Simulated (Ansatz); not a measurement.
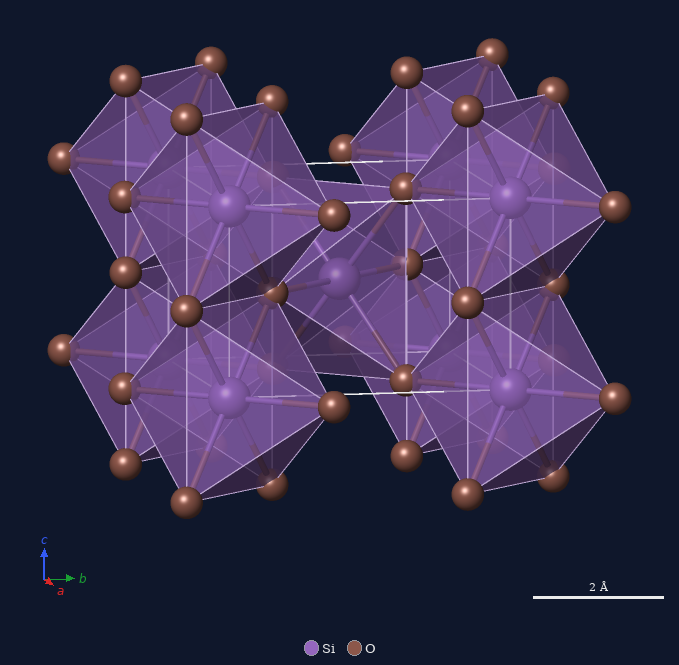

Fig. 1: The input geometry (polyhedral view of the cell of the calculation, seen slightly off an axis; polyhedra are completed across the faces of the cell). An atom can appear more than once, as a periodic image.

# Run report: SiO2, single-point calculation

- system: SiO2 (P4₂/mnm, 6 atoms in the cell)
- method: DFT r2SCAN, scalar-relativistic, plane waves, PAW, no spin polarisation (Ansatz 0.2.0)

The structure was made by swapping elements on the sites of another compound; it need not be a known phase. It belongs to a series of runs on one base structure; here: Sn -> Si on all its sites, cell and atoms relaxed. Figures and captions count atoms from 1; the log counts them from 0 in places.

What the program printed:
```
Engine: ansatz 0.2.0, x86_64-unknown-linux-gnu
Pseudopotentials: kind: paw
Pseudopotential: Si, paw, valence charge 4, recommended cutoff 500 eV (meta_gga), Si.paw.azcp
Pseudopotential: O, paw, valence charge 6, recommended cutoff 500 eV (meta_gga), O.paw.azcp
Functional definition: r2SCAN
  parameter k0 = 0.174
  parameter k1 = 0.065
  parameter a1 = 4.9479
  exchange = r2scan_x(k0 = k0, k1 = k1, a1 = a1)
  correlation = r2scan_c
Crystal: 6 atoms, lattice volume = 59.215 Å³
Basis set: ecut = 500 eV, 1511 PW (Γ), exchange–correlation on 144×144×96 points (64 copies of the dense FFT grid, shifted against one another)
Bands: 22, of which v1, the nominal top of the filled ones, is band 16 counted from 1 (15 counted from 0)
Symmetry: 16 space group operations
Space group: P42/mnm (ITA 136), of the structure as read, at distance tolerance 3.9e-5 Å
k-points: 24 of 96
Non-local potential: Si, projectors of the file, l = 0: 2, l = 1: 2, l = 2: 2
Non-local potential: O, projectors of the file, l = 0: 2, l = 1: 2, l = 2: 1
PAW form: soft (Blöchl's): semilocal exchange-correlation on the pseudo side does not see the compensation charge
PAW frozen core: Si, regenerated for the run's functional (the file was generated under x = pbe(κ = 0.804, μ = 0.2195149727645171), c = pbe(β = 0.06672455060314922))
PAW frozen core: O, regenerated for the run's functional (the file was generated under x = pbe(κ = 0.804, μ = 0.2195149727645171), c = pbe(β = 0.06672455060314922))
PAW one-centre angular grid: Si, 302 points (default); XC on 160 Gauss nodes
PAW one-centre angular grid: O, 302 points (default); XC on 160 Gauss nodes
Initial density: superposition of atomic densities (neutral atoms: chi_scale 0, normalization atom), corrected by the library's trained network
Initial wavefunctions: pseudopotential atomic-orbital guess
Functional: x = r2scan, c = r2scan; τ floored in thin density (d = 2e-4 eV/Å³)
SCF iter   1: F=—  HF=-3556.612195 eV  |F-HF|=—  |Δ(HF+E_count)|=         —  Δρ=1.04e-2  dr2=7.29e-2  dr2_τ=2.60e-1  ethr=1.77e-3  ⟨swp⟩=5.9  Hψ=2790  notcnv=0  defer=1
preconditioner: auto → none  [insulator: Δε(μ)=2.463 eV  Ē_g=16.563 eV  σ=0.100 eV  W_gap=1.00  n_scr=10 (ndim 8)  ℏωp=27.3 eV  f_vac=0.000  D(μ)=0.00/eV (n_scr^D=0)  ε∞_Penn≈3.7]
SCF iter   2: F=—  HF=-3556.772654 eV  |F-HF|=—  |Δ(HF+E_count)|=   1.60e-1  Δρ=6.37e-3  dr2=9.15e-3  dr2_τ=2.13e-3  ethr=2.28e-4  ⟨swp⟩=2.0  Hψ=1206  notcnv=0  defer=42
SCF iter   3: F=—  HF=-3556.772753 eV  |F-HF|=—  |Δ(HF+E_count)|=   9.94e-5  Δρ=2.03e-3  dr2=1.69e-3  dr2_τ=1.67e-4  ethr=2.86e-5  ⟨swp⟩=2.5  Hψ=857  notcnv=0  defer=18
automatic band count: iteration 3 solves 21 bands in place of 22: the levels show a gap, and the empty bands left out lie too high to hold charge; the band table lists the bands solved (type scf.n_extra_bands for more)
SCF iter   4: F=—  HF=-3556.772740 eV  |F-HF|=—  |Δ(HF+E_count)|=   1.29e-5  Δρ=4.04e-4  dr2=7.48e-5  dr2_τ=5.23e-6  ethr=5.29e-6  ⟨swp⟩=2.1  Hψ=738  notcnv=0  defer=18
SCF iter   5: F=—  HF=-3556.772721 eV  |F-HF|=—  |Δ(HF+E_count)|=   1.96e-5  Δρ=1.08e-4  dr2=5.73e-6  dr2_τ=3.36e-7  ethr=2.34e-7  ⟨swp⟩=2.0  Hψ=778  notcnv=0  defer=18
SCF iter   6: F=—  HF=-3556.772722 eV  |F-HF|=—  |Δ(HF+E_count)|=   1.43e-6  Δρ=3.30e-5  dr2=5.79e-7  dr2_τ=1.21e-8  ethr=1.79e-8  ⟨swp⟩=2.9  Hψ=916  notcnv=0  defer=18
SCF iter   7: F=-3556.772722 eV  HF=-3556.772722 eV  |F-HF|=8.86e-10  |Δ(HF+E_count)|=   6.34e-8  Δρ=3.41e-6  dr2=5.46e-9  dr2_τ=1.95e-10  ethr=3.13e-10  ⟨swp⟩=9.2  Hψ=2611  notcnv=0
SCF 1 converged in 7 iterations: F = -3556.772722 eV  dr2 = 5.46e-9
  greatest PAW one-centre occupation: 0.862 electrons in one spin orbital (limit 2), on the O atom at site 5 (counted from 0), in its partial waves of l = 0
SCF converged after 7 iterations
Free energy (F): -3556.772722 eV
Harris-Foulkes:  -3556.772722 eV  (|F-HF|=8.86e-10)
Internal energy: -3556.772722 eV  (E = F + TS)
E sigma→0 (E₀):  -3556.772722 eV
Fermi energy:    7.940695 eV
--- Per-component energies (eV) ---
  E_band       = -33.362028
  E_kinetic    = 783.780784
  E_local      = -1367.528864  (includes V_loc(G=0)·N_el)
  E_nonlocal   = 225.750361
  E_hartree    = 482.385328
  E_xc         = -393.844910
  E_vxc        = -520.572770  (∫ρ·V_xc dr)
  E_paw        = -1677.385087  (= ΣΔE_a)
  E_vpaw       = -151.636384  (= ΣTr[D̂ρ^β])
  E_aug_tail   = 0.004136  (compensation charges beyond the density's cutoff)
  E_vtau       = 32.072511  (kinetic-family band-sum trace: ∫τ·v_τ [+ j·A + Jᵃ·Aᵃ] dr)
  E_ewald      = -1609.653841
  E_core_change = -0.280630  (= ΣΔE_core)
  E_smearing   = -0.000000  (= −TS)
  E_closure    = -0.000000  (closes the sum)
  Σ components = -3556.772722   (vs F -3556.772722, Δ=0.00e0)
--- Forces (eV/Å), atoms counted from 1 ---
  atom   1  Si     0.00000000    -0.00000000     0.00000000
  atom   2  Si    -0.00000000    -0.00000000    -0.00000000
  atom   3  O     -0.37211919     0.37211919    -0.00000000
  atom   4  O      0.37211919    -0.37211919     0.00000000
  atom   5  O      0.37211919     0.37211919     0.00000000
  atom   6  O     -0.37211919    -0.37211919    -0.00000000
  max |Σ_I F_I| component: 1.11e-16 eV/Å
--- Stress (GPa, compression-positive) ---
      -41.270833       0.000000       0.000000
        0.000000     -41.270833       0.000000
        0.000000       0.000000     -65.798417
  P = ⅓ Tr σ = -49.4467 GPa (-494.467 kbar)
--- Band table (eV; the first three rows and the last of 24) ---
  k-point 0: bands = ["-14.4800", "-11.9343", "-11.9343", "-11.6899", "-2.8934", "1.6925", "1.6925", "1.8201", "2.2213", "2.7338", "4.0692", "4.0692", "4.3812", "6.0520", "6.0520", "6.7290", "9.1524", "12.4650", "13.6575", "13.6575", "16.5530"]
  k-point 1: bands = ["-14.2290", "-11.8396", "-11.8396", "-11.7350", "-2.7972", "1.3554", "1.9202", "1.9202", "2.0946", "2.5140", "3.2343", "3.2343", "3.3087", "5.8507", "5.8507", "6.4593", "10.5733", "13.5782", "14.9038", "14.9038", "16.0050"]
  k-point 2: bands = ["-13.5499", "-12.0118", "-11.6399", "-11.6399", "-2.4827", "0.1016", "1.0063", "1.9060", "1.9060", "2.3664", "2.5078", "2.5078", "3.3349", "5.2673", "5.2673", "5.6586", "12.4318", "14.6083", "16.4102", "17.2160", "17.2160"]
  k-point 23: bands = ["-12.4807", "-12.4807", "-11.6762", "-11.6762", "-2.5807", "-2.5807", "0.2951", "0.2951", "3.0536", "3.0536", "3.0568", "3.0568", "5.4835", "5.4835", "5.6252", "5.6252", "12.1649", "12.1649", "17.0510", "17.0510", "18.0055"]
```

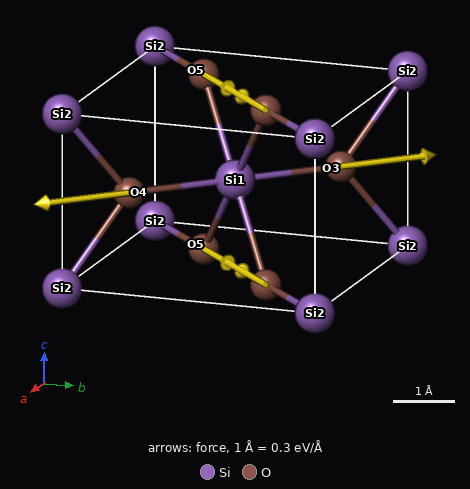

Fig. 2: Forces on the atoms as yellow arrows (ball-and-stick view of the cell of the calculation, seen slightly off an axis; atoms are numbered from 1 in the order of the input). The largest act on all 4 O atoms (0.53 eV/Å). The geometry is not a stationary point of this energy.

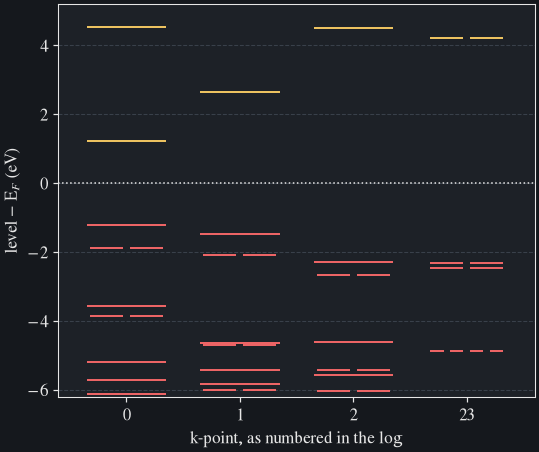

Fig. 3: Kohn–Sham levels near the Fermi level (dotted) at the few k-points that the log prints; levels within 0.02 eV of each other stand side by side. Among these points the highest filled and lowest empty levels are 2.42 eV apart, which is the gap on the mesh.

This output came from the following input.

Input:
```yaml
crystal:
  lattice:
    - [4.448512594, 0.0, 0.0]
    - [0.0, 4.448512594, 0.0]
    - [0.0, 0.0, 2.9922861117]
  atoms:
    - { symbol: Si, position: [0.5, 0.5, 0.5] }
    - { symbol: Si, position: [0.0, 0.0, 0.0] }
    - { symbol: O, position: [0.1940616415, 0.8059383585, 0.5] }
    - { symbol: O, position: [0.8059383585, 0.1940616415, 0.5] }
    - { symbol: O, position: [0.3059383585, 0.3059383585, 0.0] }
    - { symbol: O, position: [0.6940616415, 0.6940616415, 0.0] }
basis:
  ecutwfc: 500
kpoints:
  mp_grid: { grid: [4, 4, 6] }
hamiltonian:
  xc: r2scan
scf:
  occupations: { method: gaussian, width: 0.1 }
output:
  forces: true
  stress: true
  eigenvalues: true
```

Run as:
```bash
ansatz run input.yaml --threads 2 --pin off --max-ram 5120MiB --backend cpu --events-out ev --progress --plain --runs-dir out
```

Key numbers:

```json
{"quantity": "outcome", "value": "converged"}
{"quantity": "space group (tolerance 0.01 Å)", "value": "P4₂/mnm (136)"}
{"quantity": "electrons treated", "value": "32"}
{"quantity": "free energy", "value": "−3556.7727 eV"}
{"quantity": "Fermi energy", "value": "7.941 eV"}
{"quantity": "gap on the k-point mesh", "value": "2.42 eV"}
{"quantity": "pressure", "value": "−49.45 GPa"}
{"quantity": "largest force (length of the vector)", "value": "0.526 eV/Å"}
{"quantity": "hardware", "value": "2 threads of Intel Xeon (Sapphire Rapids), 32 GiB of memory available, shared host"}
{"quantity": "wall time", "value": "1.8 s (CPU time 3.3 s)"}
{"quantity": "peak memory", "value": "0.51 GiB"}
```

Notes:

The cell is under a tension of 49 GPa at this level, so it is not at its equilibrium volume.
